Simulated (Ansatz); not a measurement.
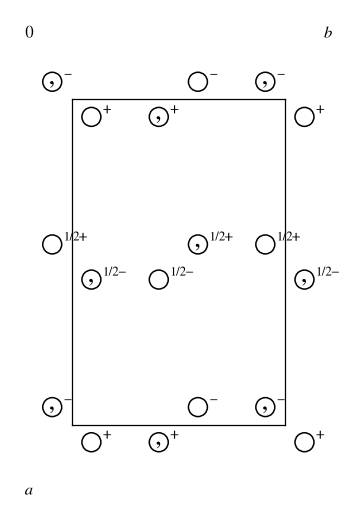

General positions of a space group, projected down c, computed from the operations of a computed or model structure of composition SiNi.

A circle is a general position, a comma marks the mirror image, + and − with a fraction give the height (along the projection axis: ½+ is ½ plus the coordinate, − is its negative), and a split circle stands for two positions above each other.

**Identify the space group.**

Pnma (No. 62); primitive orthorhombic, point group mmm, 8 general positions a cell.

**Write the general positions (in any order).**

x, y, z
−x, −y, −z
−x+1/2, −y, z+1/2
x+1/2, y, −z+1/2
x+1/2, −y+1/2, −z+1/2
−x+1/2, y+1/2, z+1/2
−x, y+1/2, −z
x, −y+1/2, z
